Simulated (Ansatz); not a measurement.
## Geometry relaxation of MoS₂ (part 2 of 2)

Continued. System: MoS₂ (R3m, 3 atoms in the cell). Method: DFT PBE, scalar-relativistic, plane waves, PAW, no spin polarisation (Ansatz 0.2.0); cutoff 420 eV, 18×18×18 k-mesh, Gaussian smearing of 0.1 eV. The structure derives from a Materials Project entry. It belongs to a series of runs on one base structure; here: relaxed at 50 GPa.

Geometry of the input (Å; fractional positions):
```
1.4781  0.8534  5.2500
-1.4781  0.8534  5.2500
0.0000  -1.7068  5.2500
Mo 0.9996  0.9996  0.9996
S  0.4300  0.4300  0.4300
S  0.2364  0.2364  0.2364
```

Output, continued
```
relax step   6: F+E_penalty+E_count = -6761.01354139 eV  Δ(F+E_penalty+E_count) = +5.528e-4 eV  max|allowed force component| = 3.180e-3 eV/Å  Δτ_max = 0.0005 Å  P = +50.000 GPa  Ω = 38.432 Å³  energy of the carried Pulay correction = +2.594e-4 eV  (6 SCF iters, accepted)
Initial wavefunctions: pseudopotential atomic-orbital guess (no wavefunctions were taken with the density)
iter 1 solved again at ethr=7.74e-8 eV; its pass at ethr=3.10e-3 eV (dr2=2.01e-5 eV) is discarded
SCF iter   1: F=—  HF=-6761.013264 eV  |F-HF|=—  |Δ(HF+E_count)|=         —  Δρ=5.70e-5  dr2=1.75e-7  ethr=7.74e-8  ⟨swp⟩=3.1  Hψ=81221  notcnv=0
SCF iter   2: F=—  HF=-6761.013292 eV  |F-HF|=—  |Δ(HF+E_count)|=   2.74e-5  Δρ=3.02e-5  dr2=4.74e-8  ethr=6.74e-10  ⟨swp⟩=2.4  Hψ=16569  notcnv=0
SCF iter   3: F=—  HF=-6761.013292 eV  |F-HF|=—  |Δ(HF+E_count)|=   3.49e-8  Δρ=1.42e-6  dr2=2.77e-10  ethr=1.82e-10  ⟨swp⟩=2.9  Hψ=16776  notcnv=0
iter 4 did not close the SCF: its close was put off for the readings that it lacked (scf_convergence_deferred on its scf_iter line)
SCF iter   4: F=-6761.013292 eV  HF=-6761.013292 eV  |F-HF|=1.27e-11  |Δ(HF+E_count)|=  7.19e-11  Δρ=2.76e-7  dr2=2.40e-11  ethr=1.07e-12  ⟨swp⟩=2.0  Hψ=16028  notcnv=0
iter 5 did not close the SCF: its close was put off for the readings that it lacked (scf_convergence_deferred on its scf_iter line)
SCF iter   5: F=-6761.013292 eV  HF=-6761.013292 eV  |F-HF|=4.55e-12  |Δ(HF+E_count)|=  2.73e-12  Δρ=8.65e-8  dr2=4.20e-12  ethr=1.00e-12  ⟨swp⟩=1.0  Hψ=9860  notcnv=0
iter 6 did not close the SCF: its close was put off for the readings that it lacked (scf_convergence_deferred on its scf_iter line)
SCF iter   6: F=-6761.013292 eV  HF=-6761.013292 eV  |F-HF|=0.00e0  |Δ(HF+E_count)|=  9.09e-13  Δρ=7.25e-9  dr2=3.76e-14  ethr=1.00e-12  ⟨swp⟩=1.0  Hψ=9860  notcnv=0
iter 7 did not close the SCF: its close was put off for the readings that it lacked (scf_convergence_deferred on its scf_iter line)
SCF iter   7: F=-6761.013292 eV  HF=-6761.013292 eV  |F-HF|=0.00e0  |Δ(HF+E_count)|=  1.82e-12  Δρ=1.99e-9  dr2=2.35e-15  ethr=1.00e-12  ⟨swp⟩=1.0  Hψ=9860  notcnv=0
SCF iter   8: F=-6761.013292 eV  HF=-6761.013292 eV  |F-HF|=3.64e-12  |Δ(HF+E_count)|=  3.64e-12  Δρ=4.05e-10  dr2=5.62e-17  ethr=1.00e-12  ⟨swp⟩=2.5  Hψ=29426  notcnv=0
SCF 7 converged in 8 iterations: F = -6761.013292 eV  dr2 = 5.62e-17
relax step   7: F+E_penalty+E_count = -6761.01329157 eV  Δ(F+E_penalty+E_count) = +2.498e-4 eV  max|allowed force component| = 3.159e-3 eV/Å  Δτ_max = 0.0000 Å  P = +50.000 GPa  Ω = 38.432 Å³  stress off target by 2.99e-3 GPa  SCF on the basis re-selected at this cell (its energy is not comparable with the rows above)  (8 SCF iters)
```

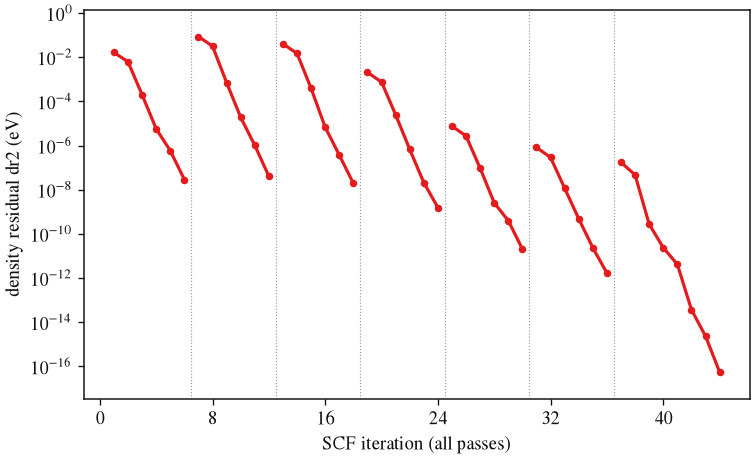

Convergence of the self-consistent field: density residual dr2 against the SCF iteration. The dotted lines part the SCF passes of the relaxation: geometry steps, rejected trials and re-solves on a re-selected basis. The 7 passes take 6 to 8 iterations each, 44 in all.

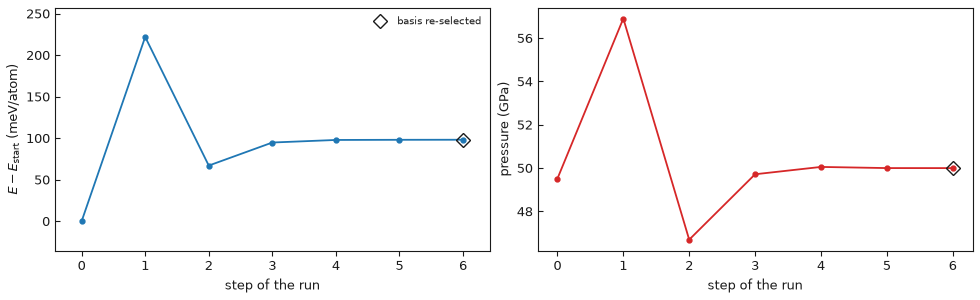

Progress of the relaxation, step by step (the first geometry is step 0 here and step 1 in the log).

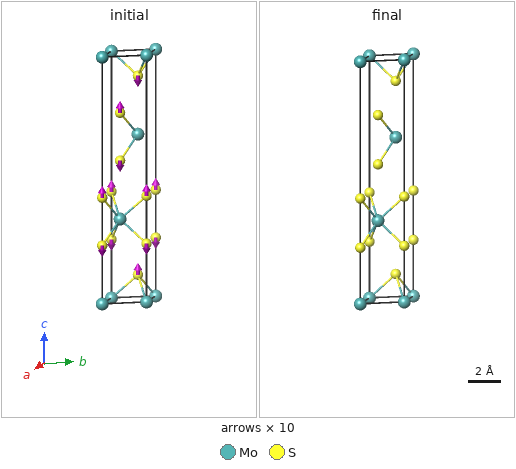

Before (left) and after (right) the relaxation, at one scale (ball-and-stick view of the cell 3 times as large as that of the calculation, set on its symmetry axes, seen slightly off an axis). The pink arrows give the displacements (without the part carried along by the change of the cell), magnified 10 times. The atom that moves furthest relative to the cell is S2 (0.076 Å). Largest moves by element: S 0.076 Å, Mo 0.003 Å. Cell: a = b 2.956 → 2.935 Å (−0.7 %), c 15.750 → 15.460 Å (−1.8 %). Volume −3.3 %. Among the contacts that change: Mo1–S2 2.291 → 2.317 Å, Mo1–S3 2.286 → 2.304 Å. Among the angles that change: S2–Mo1–S3 83.5° → 85.7°. The space group stays R3m (No. 160). The energy rises by 98.1 meV per atom in 5 geometry steps. The largest force component goes from 1.5 to 0.0032 eV/Å. The pressure goes from 49.51 to 50.00 GPa. A last SCF at the same geometry on a re-selected plane-wave basis shifts the energy by +0.1 meV per atom. (Atoms are counted from 1 in the order of the input.)

```
basis re-selected at this cell: Δ(F+E_penalty+E_count) = +2.498e-4 eV, ΔP = -0.001 GPa vs the last step (what re-selecting the basis moved, of the pressure what is left beyond the Pulay correction that the steps carried, after the strain that the cell walked since its last selection, with what the two solves' SCF thresholds leave and, on support functions, any second-order correction that the steps lacked; it is no measure of the basis error at this ecutwfc). This SCF's stress stands 2.99e-3 GPa from its target on what of the cell is left free (relax.cell.stress_tol is 8.00e-2 GPa) and its largest allowed force component is 3.16e-3 eV/Å (relax.f_tol is 8.00e-3 eV/Å): within both
SCF converged after 8 iterations
Free energy (F): -6761.013292 eV
Harris-Foulkes:  -6761.013292 eV  (|F-HF|=3.64e-12)
Internal energy: -6761.011427 eV  (E = F + TS)
E sigma→0 (E₀):  -6761.012359 eV
Entropy (-TS):   -0.001864 eV (-0.621 meV/atom)
Fermi energy:    17.970506 eV
--- Per-component energies (eV) ---
  E_band       = -2.237779
  E_kinetic    = 676.105337
  E_local      = -1267.711499  (includes V_loc(G=0)·N_el)
  E_nonlocal   = 201.091169
  E_hartree    = 479.058416
  E_xc         = -385.802539
  E_vxc        = -414.943676  (∫ρ·V_xc dr)
  E_paw        = -4402.775192  (= ΣΔE_a)
  E_vpaw       = -154.895985  (= ΣTr[D̂ρ^β])
  E_aug_tail   = 0.000043  (compensation charges beyond the density's cutoff)
  E_ewald      = -2060.977163
  E_smearing   = -0.001864  (= −TS)
  E_closure    = 0.000000  (closes the sum)
  Σ components = -6761.013292   (vs F -6761.013292, Δ=0.00e0)
--- Forces (eV/Å), atoms counted from 1 ---
  atom   1  Mo    -0.00000000    -0.00000000    -0.00315889
  atom   2  S     -0.00000000    -0.00000000     0.00163925
  atom   3  S      0.00000000     0.00000000     0.00151971
  max |Σ_I F_I| component: 7.38e-8 eV/Å
--- Stress (GPa, compression-positive) ---
       49.997781       0.000000      -0.000000
        0.000000      49.997781       0.000000
       -0.000000       0.000000      50.002995
  P = ⅓ Tr σ = 49.9995 GPa (499.995 kbar)
--- Band table (eV; the first three rows and the last of 580) ---
  k-point 0: bands = ["-43.9818", "-18.3639", "-17.7616", "-17.7616", "-0.1448", "3.8853", "8.3057", "13.9862", "13.9862", "15.1045", "15.1045", "15.1243", "18.2588", "19.2184", "19.2184", "20.5257", "20.5257"]
  k-point 1: bands = ["-43.9785", "-18.3584", "-17.7885", "-17.7675", "-0.0787", "3.8909", "8.3862", "13.8437", "14.0559", "14.9149", "14.9836", "15.1570", "17.9469", "19.3013", "19.4240", "20.3260", "20.4917"]
  k-point 2: bands = ["-43.9691", "-18.3423", "-17.8654", "-17.7844", "0.1169", "3.9089", "8.6114", "13.4556", "14.2497", "14.4248", "14.6821", "15.2416", "17.2850", "19.4759", "19.6163", "20.0621", "20.4178"]
  k-point 579: bands = ["-43.9817", "-18.3676", "-17.7616", "-17.7616", "0.7917", "1.9924", "11.5170", "12.0753", "13.8452", "13.8452", "15.4018", "15.4018", "18.5230", "19.2120", "19.2120", "20.2017", "20.2017"]
--- Relaxed structure (6 steps of the walk, 6 accepted, 1 SCFs on fresh bases) ---
  F+E_penalty+E_count = -6761.01329157 eV   max|allowed force component| = 3.159e-3 eV/Å   (the final SCF, on the basis selected at the relaxed cell)
  cell:  # Å, volume = 38.4322 Å³
    - [1.4672741293606886, 0.8471311135613672, 5.153266474545764]
    - [-1.4672741293606886, 0.8471311135613672, 5.153266474545764]
    - [-1.4558598080642988e-17, -1.6942622271227343, 5.153266474545764]
  atoms:
    - { symbol: Mo, position: [0.9993701561103994, 0.9993701561103994, 0.9993701561103994] }
    - { symbol: S, position: [0.4349396504219483, 0.4349396504219483, 0.4349396504219483] }
    - { symbol: S, position: [0.23169119336765245, 0.23169119336765245, 0.23169119336765245] }
```

Trajectory as extended XYZ (Å, eV, eV/Å), 7 frames, from step=1 to step=7
```
3
Lattice="1.4781 0.8534 5.2500 -1.4781 0.8534 5.2500 0.0000 -1.7068 5.2500" Properties=species:S:1:pos:R:3:forces:R:3 step=1 energy=-6761.30774 pressure_GPa=49.51
Mo    0.0000    0.0000   15.7437    0.0000   0.0000  -0.0156
S     0.0000    0.0000    6.7726    0.0000   0.0000   1.4991
S     0.0000    0.0000    3.7234    0.0000   0.0000  -1.4834
3
Lattice="1.4480 0.8360 5.1417 -1.4480 0.8360 5.1417 0.0000 -1.6720 5.1417" Properties=species:S:1:pos:R:3:forces:R:3 step=2 energy=-6760.64206 pressure_GPa=56.90
Mo    0.0000    0.0000   15.4185    0.0000   0.0000  -0.2390
S     0.0000    0.0000    6.7293    0.0000   0.0000  -0.1174
S     0.0000    0.0000    3.5506    0.0000   0.0000   0.3564
3
Lattice="1.4738 0.8509 5.1494 -1.4738 0.8509 5.1494 0.0000 -1.7018 5.1494" Properties=species:S:1:pos:R:3:forces:R:3 step=3 energy=-6761.10662 pressure_GPa=46.69
Mo    0.0000    0.0000   15.4385    0.0000   0.0000  -0.0143
S     0.0000    0.0000    6.7237    0.0000   0.0000  -0.2242
S     0.0000    0.0000    3.5746    0.0000   0.0000   0.2385
3
Lattice="1.4670 0.8470 5.1592 -1.4670 0.8470 5.1592 0.0000 -1.6940 5.1592" Properties=species:S:1:pos:R:3:forces:R:3 step=4 energy=-6761.02334 pressure_GPa=49.72
Mo    0.0000    0.0000   15.4682    0.0000   0.0000  -0.0139
S     0.0000    0.0000    6.7313    0.0000   0.0000  -0.0071
S     0.0000    0.0000    3.5864    0.0000   0.0000   0.0210
3
Lattice="1.4674 0.8472 5.1528 -1.4674 0.8472 5.1528 0.0000 -1.6944 5.1528" Properties=species:S:1:pos:R:3:forces:R:3 step=5 energy=-6761.01409 pressure_GPa=50.05
Mo    0.0000    0.0000   15.4486    0.0000   0.0000  -0.0047
S     0.0000    0.0000    6.7230    0.0000   0.0000   0.0152
S     0.0000    0.0000    3.5820    0.0000   0.0000  -0.0105
3
Lattice="1.4673 0.8471 5.1533 -1.4673 0.8471 5.1533 0.0000 -1.6943 5.1533" Properties=species:S:1:pos:R:3:forces:R:3 step=6 energy=-6761.01354 pressure_GPa=50.00
Mo    0.0000    0.0000   15.4501    0.0000   0.0000  -0.0032
S     0.0000    0.0000    6.7241    0.0000   0.0000   0.0016
S     0.0000    0.0000    3.5819    0.0000   0.0000   0.0016
3
Lattice="1.4673 0.8471 5.1533 -1.4673 0.8471 5.1533 0.0000 -1.6943 5.1533" Properties=species:S:1:pos:R:3:forces:R:3 step=7 energy=-6761.01329 pressure_GPa=50.00
Mo    0.0000    0.0000   15.4501    0.0000   0.0000  -0.0032
S     0.0000    0.0000    6.7241    0.0000   0.0000   0.0016
S     0.0000    0.0000    3.5819    0.0000   0.0000   0.0015
```

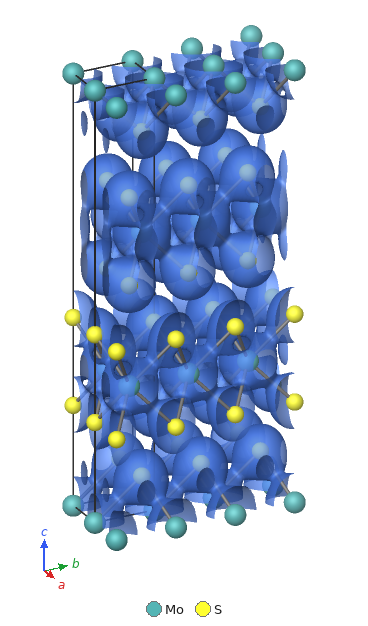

Isosurface of the valence electron density at 0.6 e/Å³ (blue), seen slightly off an axis. Sticks mark near contacts. The outline is the cell set on symmetry axes. At this value the density is joined into sheets; it holds about 70 % of the electrons treated as valence (semicore included). On the grid the lowest density along these lines, outside the cores, is 0.72 e/Å³ (Mo–S, 2.30 Å). Core electrons are frozen (PAW), so the fields are smoothed inside the atomic spheres.

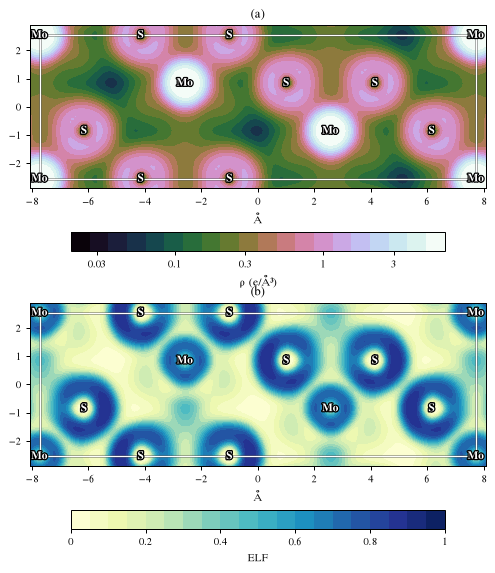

(a) valence charge density (pseudo); (b) ELF on the (110) plane of the conventional cell. Mo–S (2.30 Å): the density is about 0.72 e/Å³ at the midpoint; the ELF is about 0.45 at the midpoint. Away from the nuclei the density in this plane falls to 0.06 e/Å³ at its lowest. The strong features right at Mo lie inside the PAW spheres (semicore, d or f shells) and say nothing about bonding.

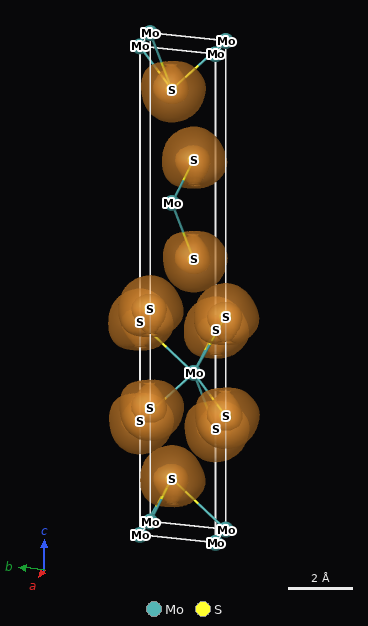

Isosurface of the ELF at 0.7 (orange), seen at an oblique angle. Only the valence region is drawn (cores and ρ < 0.01 e/Å³ removed). Sticks mark near contacts. The outline is the cell set on symmetry axes. Profiles from the grid: Mo–S (2.30 Å): the ELF is about 0.45 at the midpoint.

Key numbers

```tsv
quantity	value
outcome	converged
space group (tolerance 0.01 Å)	R3m (160)
electrons treated	26
free energy	−6761.0133 eV
Fermi energy	17.971 eV
gap on the k-point mesh	none (metallic)
pressure	50.00 GPa
final volume	38.43 Å³
largest force (length of the vector) at the end	0.003 eV/Å
final cell	a = 5.425 Å, b = 5.425 Å, c = 5.425 Å, α = 31.39°, β = 31.39°, γ = 31.39°
wall time	5.5 min
peak memory	0.7 GiB
```

The cell was relaxed to the target pressure of the input; what is minimised is then the enthalpy E + pV.
